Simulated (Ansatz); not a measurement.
# Single-point calculation of ZrS2

System: ZrS2 (slab, 3 atoms in the cell).
Method: DFT PBE+D3(BJ), scalar-relativistic, plane waves, PAW, no spin polarisation (Ansatz 0.2.0).

The structure derives from an entry of the Crystallography Open Database. It belongs to a series of runs on one base structure; here: one layer taken out of the bulk. Figures and captions count atoms from 1; the log counts them from 0 in places.

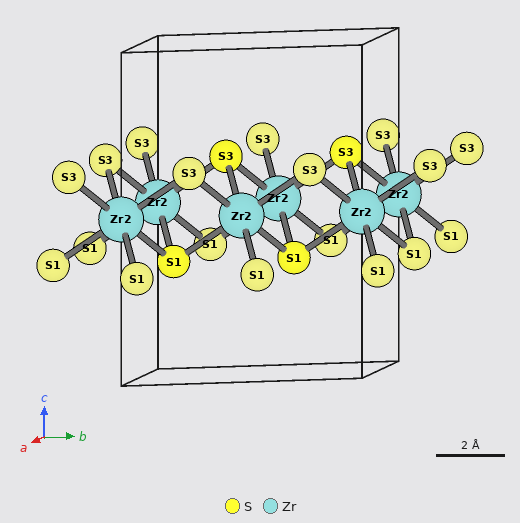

Fig. 1: The structure (ball-and-stick view of the 1 × 2 repeat of the cell, with the vacuum cut short, seen slightly off an axis; neighbours outside the cell are drawn fainter; atoms are numbered from 1 in the order of the input). An atom can appear more than once, as a periodic image.

Input
```yaml
crystal:
  lattice:
    - [3.6350197034, 0.0, 0.0]
    - [-1.8175098517, 3.1480194064, 0.0]
    - [0.0, 0.0, 31.842817533]
  atoms:
    - { symbol: S, position: [0.6666666667, 0.3333333333, 0.4541276653] }
    - { symbol: Zr, position: [0.0, 0.0, 0.5] }
    - { symbol: S, position: [0.3333333333, 0.6666666667, 0.5458723347] }
  periodic: [true, true, false]
basis:
  ecutwfc: 420
kpoints:
  mp_grid: { grid: [6, 6, 1] }
hamiltonian:
  xc: pbe
  dispersion: d3bj
scf:
  occupations: { method: gaussian, width: 0.1 }
output:
  forces: true
  stress: true
  eigenvalues: true
```

Hardware: 2 threads of Intel Xeon @ 2.50GHz (Skylake/Cascade Lake), 32 GiB of memory available, shared host.

Command:
```bash
ansatz run input.yaml --threads 2 --pin off --max-ram 5120MiB --backend cpu --events-out ev --progress --plain --runs-dir out
```

Log
```
Engine: ansatz 0.2.0, x86_64-unknown-linux-gnu
Pseudopotentials: kind: paw
Pseudopotential: S, paw, valence charge 6, recommended cutoff 420 eV (normal), S.paw.azcp
Pseudopotential: Zr, paw, valence charge 12, recommended cutoff 420 eV (normal), Zr.paw.azcp
Functional definition: PBE
  parameter kappa = 0.804
  parameter beta = 0.06672455060314922
  exchange = pbe_x(kappa = kappa, mu = beta*pi^2/3)
  correlation = pbe_c(beta = beta)
Crystal: 3 atoms, lattice volume = 364.381 Å³
Basis set: ecut = 420 eV, 7019 PW (Γ), exchange–correlation on 50×50×432 points (8 copies of the dense FFT grid, shifted against one another)
Bands: 16, of which v1, the nominal top of the filled ones, is band 12 counted from 1 (11 counted from 0)
Symmetry: 12 space group operations
Space group: P-3m1 (ITA 164), of the structure as read, at distance tolerance 7.1e-5 Å
k-points: 7 of 36
Non-local potential: S, projectors of the file, l = 0: 2, l = 1: 2, l = 2: 2
Non-local potential: Zr, projectors of the file, l = 0: 3, l = 1: 2, l = 2: 2, l = 3: 2
PAW form: soft (Blöchl's): semilocal exchange-correlation on the pseudo side does not see the compensation charge
PAW one-centre angular grid: S, 110 points (default); XC on 64 Gauss nodes
PAW one-centre angular grid: Zr, 590 points (default); XC on 64 Gauss nodes
Initial density: superposition of atomic densities (neutral atoms: chi_scale 0, normalization atom), corrected by the library's trained network
Initial wavefunctions: pseudopotential atomic-orbital guess
Functional: x = pbe(κ = 0.804, μ = 0.2195149727645171), c = pbe(β = 0.06672455060314922)
SCF iter   1: F=—  HF=-5993.362614 eV  |F-HF|=—  |Δ(HF+E_count)|=         —  Δρ=5.63e-4  dr2=1.93e-3  ethr=1.77e-3  ⟨swp⟩=10.7  Hψ=949  notcnv=0
preconditioner: auto → none  [insulator: Δε(μ)=1.060 eV  Ē_g=7.798 eV  σ=0.100 eV  W_gap=1.00  n_scr=16 (ndim 8)  ℏωp=7.8 eV  f_vac=0.786  D(μ)=0.00/eV (n_scr^D=0)  ε∞_Penn≈2.0]
SCF iter   2: F=—  HF=-5993.362154 eV  |F-HF|=—  |Δ(HF+E_count)|=   4.59e-4  Δρ=3.44e-4  dr2=9.91e-4  ethr=8.05e-6  ⟨swp⟩=3.7  Hψ=329  notcnv=0
SCF iter   3: F=—  HF=-5993.362359 eV  |F-HF|=—  |Δ(HF+E_count)|=   2.05e-4  Δρ=2.30e-4  dr2=4.70e-4  ethr=4.13e-6  ⟨swp⟩=2.3  Hψ=170  notcnv=0
SCF iter   4: F=—  HF=-5993.362541 eV  |F-HF|=—  |Δ(HF+E_count)|=   1.82e-4  Δρ=9.37e-5  dr2=3.79e-5  ethr=1.96e-6  ⟨swp⟩=2.7  Hψ=172  notcnv=0
SCF iter   5: F=—  HF=-5993.362903 eV  |F-HF|=—  |Δ(HF+E_count)|=   3.62e-4  Δρ=3.10e-5  dr2=3.49e-6  ethr=1.58e-7  ⟨swp⟩=3.3  Hψ=220  notcnv=0
SCF iter   6: F=—  HF=-5993.362959 eV  |F-HF|=—  |Δ(HF+E_count)|=   5.58e-5  Δρ=5.02e-6  dr2=1.24e-7  ethr=1.46e-8  ⟨swp⟩=3.1  Hψ=223  notcnv=0
SCF iter   7: F=-5993.362960 eV  HF=-5993.362960 eV  |F-HF|=1.51e-8  |Δ(HF+E_count)|=   8.06e-7  Δρ=7.60e-7  dr2=1.16e-9  ethr=4.17e-10  ⟨swp⟩=12.7  Hψ=764  notcnv=0
SCF 1 converged in 7 iterations: F = -5993.362960 eV  dr2 = 1.16e-9
  greatest PAW one-centre occupation: 0.995 electrons in one spin orbital (limit 2), on the Zr atom at site 1 (counted from 0), in its partial waves of l = 0
SCF converged after 7 iterations
Free energy (F): -5993.362960 eV
Harris-Foulkes:  -5993.362960 eV  (|F-HF|=1.51e-8)
Internal energy: -5993.362960 eV  (E = F + TS)
E sigma→0 (E₀):  -5993.362960 eV
Fermi energy:    -5.843677 eV
--- Per-component energies (eV) ---
  E_band       = -484.925392
  E_kinetic    = 547.197058
  E_local      = -31108.338778  (includes V_loc(G=0)·N_el)
  E_nonlocal   = 134.566465
  E_hartree    = 15198.969173
  E_xc         = -356.977967
  E_vxc        = -367.075626  (∫ρ·V_xc dr)
  E_paw        = -4153.850050  (= ΣΔE_a)
  E_vpaw       = -89.214687  (= ΣTr[D̂ρ^β])
  E_aug_tail   = 0.000027  (compensation charges beyond the density's cutoff)
  E_ewald      = 13745.813367
  E_disp       = -0.742255  (pairwise vdW)
  E_smearing   = -0.000000  (= −TS)
  E_closure    = -0.000000  (closes the sum)
  Σ components = -5993.362960   (vs F -5993.362960, Δ=0.00e0)
--- Forces (eV/Å), atoms counted from 1 ---
  atom   1  S      0.00000000    -0.00000000    -0.03815805
  atom   2  Zr     0.00000000     0.00000000     0.00000000
  atom   3  S      0.00000000     0.00000000     0.03815805
  max |Σ_I F_I| component: 8.87e-29 eV/Å
--- 2D stress c σ (N/m, compression-positive) ---
        0.543746       0.000000       0.000000
        0.000000       0.543746       0.000000
        0.000000       0.000000       0.000000
  P = ½ c Tr σ = 0.5437 N/m
--- Band table (eV; the first three rows and the last of 7) ---
  k-point 0: bands = ["-55.2264", "-33.3008", "-33.1362", "-33.1362", "-18.8613", "-17.6968", "-10.1996", "-9.0069", "-9.0069", "-7.2952", "-6.3749", "-6.3749", "-4.7050", "-4.7050", "-3.8282", "-1.1471"]
  k-point 1: bands = ["-55.2211", "-33.2849", "-33.2093", "-33.1519", "-18.5834", "-17.7334", "-9.8606", "-9.4474", "-8.8585", "-7.8035", "-6.9572", "-6.8613", "-4.7112", "-3.9562", "-3.4550", "-1.8852"]
  k-point 2: bands = ["-55.2103", "-33.3527", "-33.2518", "-33.1831", "-18.0723", "-17.7044", "-10.0579", "-9.4188", "-8.8138", "-8.7485", "-7.3366", "-7.2241", "-5.1214", "-3.1925", "-2.8910", "-1.1481"]
  k-point 6: bands = ["-55.2022", "-33.3328", "-33.3328", "-33.2284", "-17.6620", "-17.6620", "-9.6697", "-9.6697", "-9.5185", "-8.2517", "-8.2517", "-7.9870", "-3.9259", "-3.2089", "-3.2089", "-1.0097"]
```

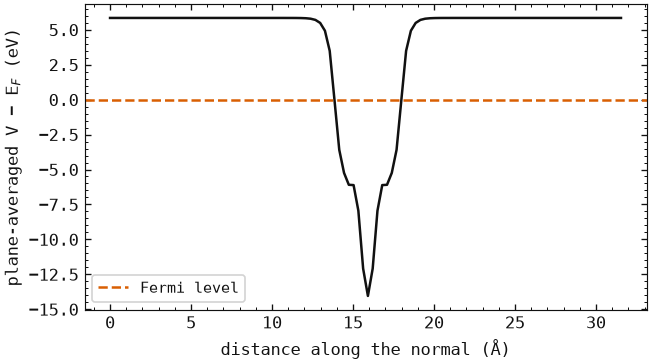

Fig. 2: Plane average of the electrostatic potential energy of an electron across the cell, from the Fermi level. The vacuum level lies 5.84 eV above the Fermi level.

Results in brief

- outcome: converged
- electrons treated: 24
- free energy: −5993.3630 eV
- work function, top face: 5.84 eV
- work function, bottom face: 5.84 eV
- Fermi energy: −5.844 eV
- gap on the k-point mesh: 1.07 eV
- work function (upper face): 5.84 eV
- largest force (length of the vector): 0.038 eV/Å
- wall time: 1.9 s (CPU time 3.6 s)
- peak memory: 0.59 GiB
